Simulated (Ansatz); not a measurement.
## Energy of Rh along an even scaling of the cell

System: Rh (Fd-3m, 2 atoms in the cell).
Method: DFT, RPBE, plane waves (420 eV) with PAW, scalar-relativistic, no spin polarisation (Ansatz 0.2.0).

The 5 runs differ only in the geometry, by an even scaling of the cell at fixed fractional positions.

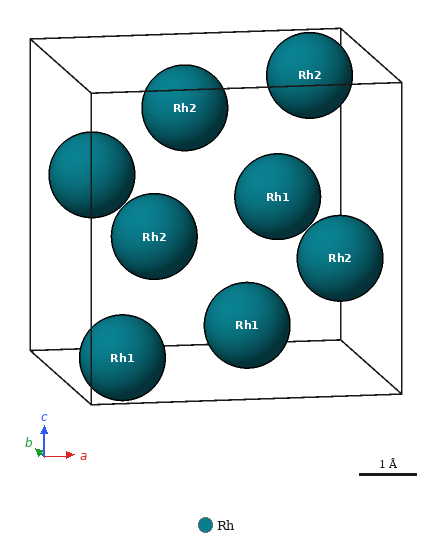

Figure 1. The structure of run 3 (spheres-only view of the cell 4 times as large as that of the calculation, set on its symmetry axes, seen slightly off an axis; atoms are numbered from 1 in the order of the input).

### Input of run 3
```yaml
crystal:
  lattice:
    - [0.0, 2.8179274522, 2.8179274522]
    - [2.8179274522, 0.0, 2.8179274522]
    - [2.8179274522, 2.8179274522, 0.0]
  atoms:
    - { symbol: Rh, position: [0.125, 0.125, 0.125] }
    - { symbol: Rh, position: [0.875, 0.875, 0.875] }
hamiltonian:
  xc: rpbe
  pseudopotentials:
    kind: paw
    azcp:
      Rh: "pseudopotentials/Rh.paw.azcp"
basis:
  ecutwfc: 420
  fft_grid_basis: typed
kpoints:
  mp_grid: { grid: [11, 11, 11], shift: [0, 0, 0] }
magnetization:
  spin_polarized: false
scf:
  occupations: { method: fermi_dirac, width: 0.1 }
  lower_state_search: "off"
output:
  stress: true
```

Lattice vectors (Å) and fractional positions of run 3:
```
   0.000000    2.817927    2.817927
   2.817927    0.000000    2.817927
   2.817927    2.817927    0.000000
Rh  0.125000  0.125000  0.125000
Rh  0.875000  0.875000  0.875000
```

Run 2 differs from it as follows:
```diff
-    - [0.0, 2.8179274522, 2.8179274522]
-    - [2.8179274522, 0.0, 2.8179274522]
-    - [2.8179274522, 2.8179274522, 0.0]
+    - [0.0, 2.781326849, 2.781326849]
+    - [2.781326849, 0.0, 2.781326849]
+    - [2.781326849, 2.781326849, 0.0]
```

### Results, with one run withheld

| run | volume per atom (Å³) | free energy per atom, from the lowest run given (meV) | pressure (GPa) |
| --- | --- | --- | --- |
| 1 | 19.794 | 45.28 | 11.74 |
| 2 | 21.516 | ? | ? |
| 3 | 22.376 | 0.00 | −4.13 |
| 4 | 23.237 | 30.90 | −7.24 |
| 5 | 24.098 | 76.44 | −9.61 |

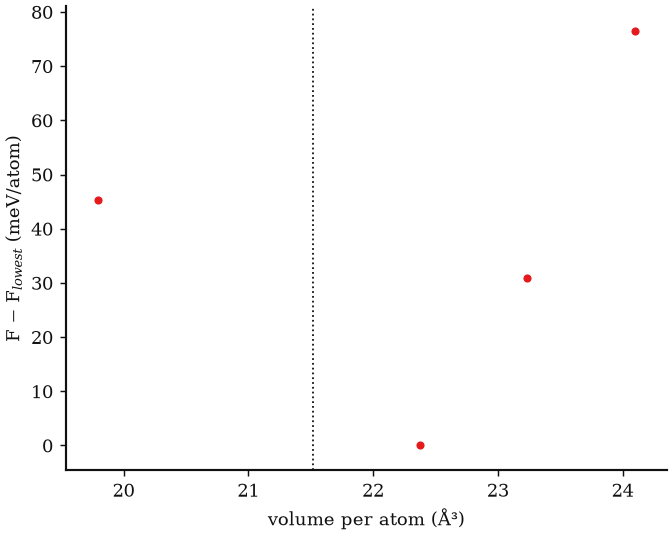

Figure 2. Free energy per atom of the runs given; the dotted line marks run 2.

Fit the runs given and predict run 2.

A quadratic polynomial in V^(−2/3) (the Birch–Murnaghan form), fitted to the 4 runs given, misses them by at most 0.45 meV per atom. With x = V^(−2/3) − 0.12632 Å⁻², it reads F = −2.0765 − 5741.8 x + 9.9789e+05 x² (meV per atom). At run 2 it gives −10.33 meV per atom, and the run itself gives −11.87. The slope of the fit gives a pressure −dF/dV of 0.09 GPa there, and the run prints −0.11 GPa. The two needn't agree exactly: the fit is approximate, and the printed stress is taken on a finite basis. The fit has its minimum at 21.534 Å³ per atom, where V d²F/dV² gives 110 GPa: the bulk modulus at this level, since symmetry fixes the shape and the positions. So low a polynomial doesn't follow these energies more closely.

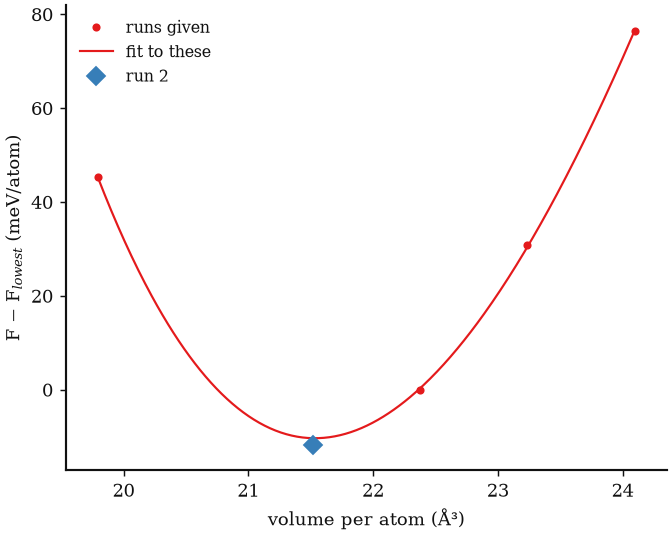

Figure 3. The fit and the withheld run.

### Output, shortened to warnings, some set-up lines, iterations and results (run 2)
```
Basis set: ecut = 420 eV, 869 PW (Γ)
Symmetry: 48 space group operations
k-points: 56 of 1331
Initial density: superposition of atomic densities (neutral atoms: chi_scale 0, normalization atom), corrected by the library's trained network
[...]
SCF iter   1: F=—  HF=-12818.748463 eV  |F-HF|=—  |Δ(HF+E_count)|=         —  Δρ=1.16e-2  dr2=5.41e-2  ethr=1.77e-3  ⟨swp⟩=6.0  Hψ=5071  notcnv=0
SCF iter   2: F=—  HF=-12818.744107 eV  |F-HF|=—  |Δ(HF+E_count)|=   4.36e-3  Δρ=7.64e-3  dr2=1.81e-2  ethr=1.59e-4  ⟨swp⟩=2.6  Hψ=2597  notcnv=0
SCF iter   3: F=—  HF=-12818.741105 eV  |F-HF|=—  |Δ(HF+E_count)|=   3.00e-3  Δρ=1.07e-3  dr2=6.06e-4  ethr=5.32e-5  ⟨swp⟩=2.8  Hψ=2217  notcnv=0
SCF iter   4: F=—  HF=-12818.741149 eV  |F-HF|=—  |Δ(HF+E_count)|=   4.36e-5  Δρ=2.28e-4  dr2=2.79e-5  ethr=1.78e-6  ⟨swp⟩=2.0  Hψ=1640  notcnv=0
SCF iter   5: F=—  HF=-12818.741161 eV  |F-HF|=—  |Δ(HF+E_count)|=   1.21e-5  Δρ=2.22e-5  dr2=2.79e-7  ethr=8.22e-8  ⟨swp⟩=2.0  Hψ=1695  notcnv=0
SCF iter   6: F=-12818.741161 eV  HF=-12818.741161 eV  |F-HF|=1.22e-8  |Δ(HF+E_count)|=   1.76e-7  Δρ=3.66e-6  dr2=4.43e-9  ethr=2.94e-10  ⟨swp⟩=4.1  Hψ=3940  notcnv=0
SCF 1 converged in 6 iterations: F = -12818.741161 eV  dr2 = 4.43e-9
SCF converged after 6 iterations
Free energy (F): -12818.741161 eV
Harris-Foulkes:  -12818.741161 eV  (|F-HF|=1.22e-8)
Internal energy: -12818.625985 eV  (E = F + TS)
E sigma→0 (E₀):  -12818.683573 eV
Entropy (-TS):   -0.115177 eV (-57.588 meV/atom)
Fermi energy:    12.839961 eV
--- Per-component energies (eV) ---
  E_band       = -490.574658
  E_kinetic    = 1142.682649
  E_local      = -4775.141670  (includes V_loc(G=0)·N_el)
  E_nonlocal   = 712.106292
  E_hartree    = 1762.473066
  E_xc         = -440.512318
  E_vxc        = -551.637063  (∫ρ·V_xc dr)
  E_paw        = -7190.090052  (= ΣΔE_a)
  E_vpaw       = -543.532690  (= ΣTr[D̂ρ^β])
  E_aug_tail   = 0.001787  (compensation charges beyond the density's cutoff)
  E_ewald      = -4029.937516
  E_core_change = -0.208222  (= ΣΔE_core)
  E_smearing   = -0.115177  (= −TS)
  E_closure    = -0.000000  (closes the sum)
  Σ components = -12818.741161   (vs F -12818.741161, Δ=0.00e0)
--- Stress (GPa, compression-positive) ---
       -0.112720      -0.000000      -0.000000
        0.000000      -0.112720      -0.000000
        0.000000      -0.000000      -0.112720
  P = ⅓ Tr σ = -0.1127 GPa (-1.127 kbar)
```
